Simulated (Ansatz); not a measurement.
# Geometry relaxation, with input and output: TiSi2 (part 3 of 3)

Continued. System: TiSi2 (Pmmm, 3 atoms in the cell). Method: DFT PBE, scalar-relativistic, plane waves, PAW, no spin polarisation (Ansatz 0.2.0); cutoff 420 eV, 18×12×10 k-mesh, Gaussian smearing of 0.1 eV. The structure was made by a generator, so it may or may not be a known phase.

Geometry of the input (Å; fractional positions):
```
2.6693  0.0000  0.0000
0.0000  3.7688  0.0000
0.0000  0.0000  5.1077
Ti 0.5000  0.0000  0.5000
Si 0.0000  0.5000  0.7627
Si 0.0000  0.5000  0.2373
```

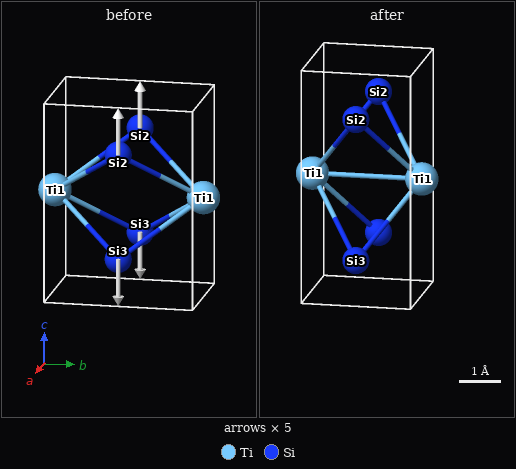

**Figure 1.** Before (left) and after (right) the relaxation, at one scale (ball-and-stick view of the cell of the calculation, seen slightly off an axis). The white arrows give the displacements (without the part carried along by the change of the cell), magnified 5 times. The largest moves relative to the cell, 0.24 Å, are those of Si2 and Si3. Ti stays in place. The volume changes by −10.8 %, with a 2.669 → 2.764 Å (+3.5 %), b 3.769 → 2.773 Å (−26.4 %), c 5.108 → 5.982 Å (+17.1 %). Distances before and after: Ti1–Ti1 3.769 → 2.773 Å, Si2–Si3 2.424 → 2.357 Å. Among the angles that change: Ti1–Si3–Ti1 89.7° → 62.6°, Ti1–Si3–Ti1 119.7° → 94.4°, Ti1–Si3–Si2 120.2° → 132.8°. The space group (tolerance 0.01 Å) goes from Pmmm (No. 47) to P4/mmm (No. 123). The energy falls by 137 meV per atom in 12 geometry steps. Largest force component: 0.021 eV/Å at the start, 0.00022 eV/Å at the end. The pressure goes from 0.06 to 0.00 GPa. The line search rejected the trial step at point 7 (counted from 0) and went back. The basis was re-selected once at an unchanged geometry, which shifts the energy a little without any move. The energy change given includes the shifts at the re-selections in mid-walk, which come without any move. A last SCF at the same geometry on a re-selected plane-wave basis shifts the energy by next to nothing (0.0 meV per atom). (Atoms are counted from 1 in the order of the input.)

```
basis re-selected at this cell: Δ(F+E_penalty+E_count) = -1.264e-5 eV, ΔP = +0.000 GPa vs the last step (what re-selecting the basis moved, of the pressure what is left beyond the Pulay correction that the steps carried, after the strain that the cell walked since its last selection, with what the two solves' SCF thresholds leave and, on support functions, any second-order correction that the steps lacked; it is no measure of the basis error at this ecutwfc). This SCF's stress stands 1.58e-3 GPa from its target on what of the cell is left free (relax.cell.stress_tol is 5.00e-2 GPa) and its largest allowed force component is 2.24e-4 eV/Å (relax.f_tol is 1.00e-2 eV/Å): within both
SCF converged after 6 iterations
Free energy (F): -3772.434140 eV
Harris-Foulkes:  -3772.434140 eV  (|F-HF|=1.82e-12)
Internal energy: -3772.430288 eV  (E = F + TS)
E sigma→0 (E₀):  -3772.432214 eV
Entropy (-TS):   -0.003851 eV (-1.284 meV/atom)
Fermi energy:    11.727075 eV
--- Per-component energies (eV) ---
  E_band       = -131.070510
  E_kinetic    = 358.061452
  E_local      = -1339.543364  (includes V_loc(G=0)·N_el)
  E_nonlocal   = 58.906683
  E_hartree    = 593.520864
  E_xc         = -210.422984
  E_vxc        = -219.005004  (∫ρ·V_xc dr)
  E_paw        = -2073.408838  (= ΣΔE_a)
  E_vpaw       = -176.532146  (= ΣTr[D̂ρ^β])
  E_aug_tail   = 0.000137  (compensation charges beyond the density's cutoff)
  E_ewald      = -1159.544237
  E_smearing   = -0.003851  (= −TS)
  E_closure    = 0.000000  (closes the sum)
  Σ components = -3772.434140   (vs F -3772.434140, Δ=0.00e0)
--- Forces (eV/Å), atoms counted from 1 ---
  atom   1  Ti     0.00000000     0.00000000     0.00000000
  atom   2  Si     0.00000000     0.00000000     0.00022414
  atom   3  Si     0.00000000    -0.00000000    -0.00022414
  max |Σ_I F_I| component: 1.26e-29 eV/Å
--- Stress (GPa, compression-positive) ---
        0.001082       0.000000      -0.000000
        0.000000      -0.001097      -0.000000
       -0.000000      -0.000000      -0.001582
  P = ⅓ Tr σ = -0.0005 GPa (-0.005 kbar)
--- Band table (eV; the first three rows and the last of 420) ---
  k-point 0: bands = ["-44.9302", "-21.3459", "-20.8964", "-20.8921", "-0.6869", "2.6613", "5.2118", "10.3690", "10.9867", "13.0973", "13.1427", "14.9325", "15.1064", "16.5277"]
  k-point 1: bands = ["-44.9302", "-21.3459", "-20.8964", "-20.8921", "-0.6511", "2.4825", "5.4490", "10.3704", "10.8612", "13.0868", "13.1327", "14.9326", "15.0461", "16.5955"]
  k-point 2: bands = ["-44.9302", "-21.3460", "-20.8964", "-20.8921", "-0.5475", "2.0841", "6.0239", "10.3740", "10.4962", "13.0600", "13.1072", "14.9126", "14.9326", "16.7929"]
  k-point 419: bands = ["-44.7813", "-21.4064", "-21.3923", "-21.1874", "6.3656", "6.7065", "7.5510", "7.5757", "10.0493", "10.0900", "11.9320", "12.7438", "12.7543", "13.2851"]
--- Relaxed structure (13 steps of the walk, 12 accepted, 2 SCFs on fresh bases) ---
  F+E_penalty+E_count = -3772.43413951 eV   max|allowed force component| = 2.241e-4 eV/Å   (the final SCF, on the basis selected at the relaxed cell)
  cell:  # Å, volume = 45.8398 Å³
    - [2.763537377120841, 4.7016333084257755e-33, -1.272187820125876e-32]
    - [2.342884538419332e-32, 2.7728666230685373, -8.395296083646318e-33]
    - [-2.434323639348208e-32, -1.1377817009997059e-32, 5.982024312835765]
  atoms:
    - { symbol: Ti, position: [0.5, -9.276365043581661e-35, 0.49999999999999994] }
    - { symbol: Si, position: [4.422081843232643e-33, 0.49999999999999994, 0.8029968113374729] }
    - { symbol: Si, position: [-3.875266660212889e-33, 0.49999999999999994, 0.1970031886625271] }
```

## Trajectory as extended XYZ (Å, eV, eV/Å), 15 frames, from step=1 to step=15
```
3
Lattice="2.6693 0.0000 0.0000 0.0000 3.7688 0.0000 0.0000 0.0000 5.1077" Properties=species:S:1:pos:R:3:forces:R:3 step=1 energy=-3772.02282 pressure_GPa=0.06
Ti    1.3347    0.0000    2.5539    0.0000   0.0000   0.0000
Si    0.0000    1.8844    3.8959    0.0000   0.0000   0.0208
Si    0.0000    1.8844    1.2119    0.0000   0.0000  -0.0208
3
Lattice="2.6702 0.0000 0.0000 0.0000 3.7617 0.0000 0.0000 0.0000 5.1159" Properties=species:S:1:pos:R:3:forces:R:3 step=2 energy=-3772.02311 pressure_GPa=0.02
Ti    1.3351    0.0000    2.5580    0.0000   0.0000   0.0000
Si    0.0000    1.8809    3.9040    0.0000   0.0000   0.0274
Si    0.0000    1.8809    1.2119    0.0000   0.0000  -0.0274
3
Lattice="2.6873 0.0000 0.0000 0.0000 3.5779 0.0000 0.0000 0.0000 5.2703" Properties=species:S:1:pos:R:3:forces:R:3 step=3 energy=-3772.02823 pressure_GPa=-0.04
Ti    1.3436    0.0000    2.6352    0.0000   0.0000   0.0000
Si    0.0000    1.7890    4.0934    0.0000   0.0000  -0.2545
Si    0.0000    1.7890    1.1769    0.0000   0.0000   0.2545
3
Lattice="2.6958 0.0000 0.0000 0.0000 3.3940 0.0000 0.0000 0.0000 5.4718" Properties=species:S:1:pos:R:3:forces:R:3 step=4 energy=-3772.06093 pressure_GPa=-0.95
Ti    1.3479    0.0000    2.7359    0.0000   0.0000   0.0000
Si    0.0000    1.6970    4.2910    0.0000   0.0000  -0.0755
Si    0.0000    1.6970    1.1808    0.0000   0.0000   0.0755
3
Lattice="2.6915 0.0000 0.0000 0.0000 3.2101 0.0000 0.0000 0.0000 5.6424" Properties=species:S:1:pos:R:3:forces:R:3 step=5 energy=-3772.11521 pressure_GPa=-0.74
Ti    1.3458    0.0000    2.8212    0.0000   0.0000   0.0000
Si    0.0000    1.6051    4.4688    0.0000   0.0000  -0.0830
Si    0.0000    1.6051    1.1736    0.0000   0.0000   0.0830
3
Lattice="2.7020 0.0000 0.0000 0.0000 3.0264 0.0000 0.0000 0.0000 5.7919" Properties=species:S:1:pos:R:3:forces:R:3 step=6 energy=-3772.24737 pressure_GPa=-0.58
Ti    1.3510    0.0000    2.8959    0.0000   0.0000   0.0000
Si    0.0000    1.5132    4.6156    0.0000   0.0000   0.2041
Si    0.0000    1.5132    1.1763    0.0000   0.0000  -0.2041
3
Lattice="2.7347 0.0000 0.0000 0.0000 2.8428 0.0000 0.0000 0.0000 5.9041" Properties=species:S:1:pos:R:3:forces:R:3 step=7 energy=-3772.40207 pressure_GPa=0.38
Ti    1.3673    0.0000    2.9520    0.0000   0.0000   0.0000
Si    0.0000    1.4214    4.7445    0.0000   0.0000  -0.2338
Si    0.0000    1.4214    1.1596    0.0000   0.0000   0.2338
3
Lattice="2.8021 0.0000 0.0000 0.0000 2.6636 0.0000 0.0000 0.0000 5.9604" Properties=species:S:1:pos:R:3:forces:R:3 step=8 energy=-3772.35654 pressure_GPa=4.14 accepted=F
Ti    1.4011    0.0000    2.9802    0.0000   0.0000   0.0000
Si    0.0000    1.3318    4.7670    0.0000   0.0000   0.5434
Si    0.0000    1.3318    1.1934    0.0000   0.0000  -0.5434
3
Lattice="2.7607 0.0000 0.0000 0.0000 2.7628 0.0000 0.0000 0.0000 6.0199" Properties=species:S:1:pos:R:3:forces:R:3 step=9 energy=-3772.41189 pressure_GPa=-1.02
Ti    1.3803    0.0000    3.0099    0.0000   0.0000   0.0000
Si    0.0000    1.3814    4.8553    0.0000   0.0000  -0.4128
Si    0.0000    1.3814    1.1645    0.0000   0.0000   0.4128
3
Lattice="2.7646 0.0000 0.0000 0.0000 2.7746 0.0000 0.0000 0.0000 5.9688" Properties=species:S:1:pos:R:3:forces:R:3 step=10 energy=-3772.42338 pressure_GPa=-0.11
Ti    1.3823    0.0000    2.9844    0.0000   0.0000   0.0000
Si    0.0000    1.3873    4.7923    0.0000   0.0000   0.0005
Si    0.0000    1.3873    1.1765    0.0000   0.0000  -0.0005
3
Lattice="2.7641 0.0000 0.0000 0.0000 2.7758 0.0000 0.0000 0.0000 5.9639" Properties=species:S:1:pos:R:3:forces:R:3 step=11 energy=-3772.42342 pressure_GPa=0.01
Ti    1.3820    0.0000    2.9819    0.0000   0.0000   0.0000
Si    0.0000    1.3879    4.7882    0.0000   0.0000  -0.0020
Si    0.0000    1.3879    1.1756    0.0000   0.0000   0.0020
3
Lattice="2.7641 0.0000 0.0000 0.0000 2.7758 0.0000 0.0000 0.0000 5.9639" Properties=species:S:1:pos:R:3:forces:R:3 step=12 energy=-3772.43375 pressure_GPa=0.36
Ti    1.3820    0.0000    2.9819    0.0000   0.0000   0.0000
Si    0.0000    1.3879    4.7882    0.0000   0.0000  -0.0050
Si    0.0000    1.3879    1.1756    0.0000   0.0000   0.0050
3
Lattice="2.7634 0.0000 0.0000 0.0000 2.7729 0.0000 0.0000 0.0000 5.9810" Properties=species:S:1:pos:R:3:forces:R:3 step=13 energy=-3772.43413 pressure_GPa=0.03
Ti    1.3817    0.0000    2.9905    0.0000   0.0000   0.0000
Si    0.0000    1.3865    4.8028    0.0000   0.0000  -0.0007
Si    0.0000    1.3865    1.1783    0.0000   0.0000   0.0007
3
Lattice="2.7635 0.0000 0.0000 0.0000 2.7729 0.0000 0.0000 0.0000 5.9820" Properties=species:S:1:pos:R:3:forces:R:3 step=14 energy=-3772.43413 pressure_GPa=-0.00
Ti    1.3818    0.0000    2.9910    0.0000   0.0000   0.0000
Si    0.0000    1.3864    4.8035    0.0000   0.0000   0.0002
Si    0.0000    1.3864    1.1785    0.0000   0.0000  -0.0002
3
Lattice="2.7635 0.0000 0.0000 0.0000 2.7729 0.0000 0.0000 0.0000 5.9820" Properties=species:S:1:pos:R:3:forces:R:3 step=15 energy=-3772.43414 pressure_GPa=-0.00
Ti    1.3818    0.0000    2.9910    0.0000   0.0000   0.0000
Si    0.0000    1.3864    4.8035    0.0000   0.0000   0.0002
Si    0.0000    1.3864    1.1785    0.0000   0.0000  -0.0002
```

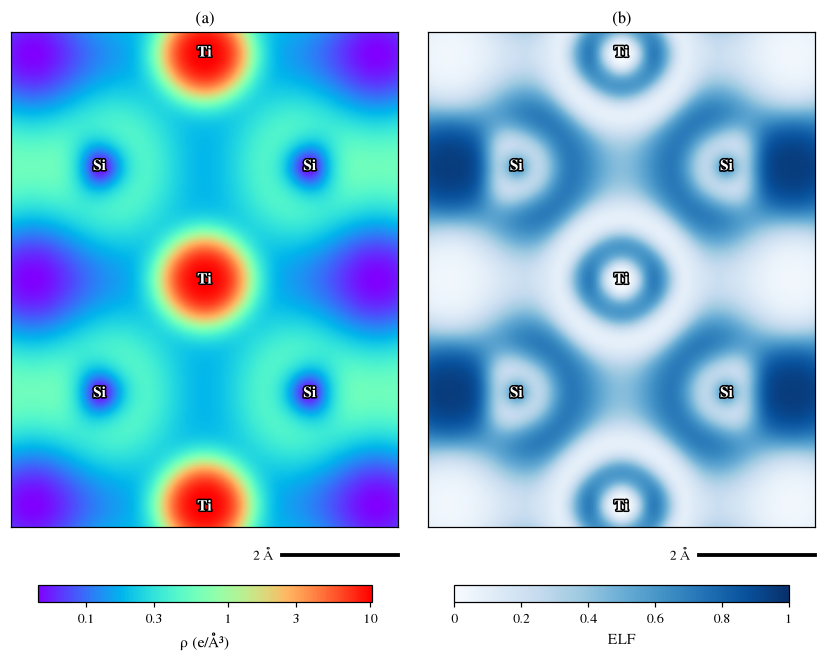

**Figure 2.** (a) valence electron density; (b) ELF on the (11̄0) plane of the conventional cell. Atoms in the plane: Ti and Si. Ti–Si (2.67 Å): the density is about 0.27 e/Å³ at the midpoint; the ELF is about 0.35 at the midpoint. Away from the nuclei the density in this plane falls to 0.05 e/Å³ at its lowest. The strong features right at Ti lie inside the PAW spheres (semicore, d or f shells) and say nothing about bonding. The fields are those of the smooth PAW valence density.

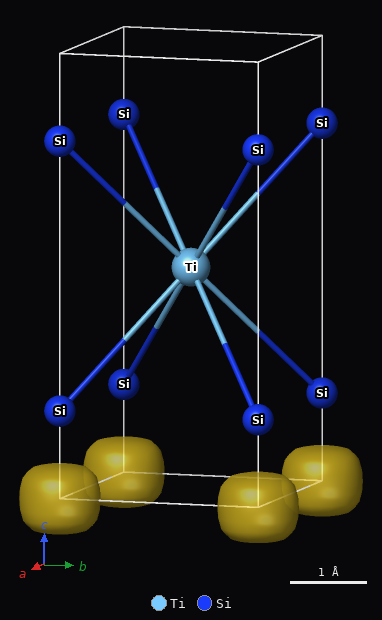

**Figure 3.** Isosurface of the electron localisation function at 0.85 (yellow), seen slightly off an axis. Core shells and regions of very low density are left out. Sticks mark near contacts. The outline is the cell set on symmetry axes. Ti–Si (2.67 Å): the ELF is about 0.35 at the midpoint.

## Key numbers

- outcome: converged
- space group (tolerance 0.01 Å): Pmmm (47) → P4/mmm (123)
- electrons treated: 20
- free energy: −3772.4341 eV
- Fermi energy: 11.727 eV
- gap on the k-point mesh: none (metallic)
- pressure: 0.00 GPa
- final volume: 45.84 Å³
- largest force (length of the vector) at the end: under 0.001 eV/Å
- final cell: a = 2.764 Å, b = 2.773 Å, c = 5.982 Å, α = 90.00°, β = 90.00°, γ = 90.00°
- wall time: 4.8 min
- peak memory: 0.57 GiB
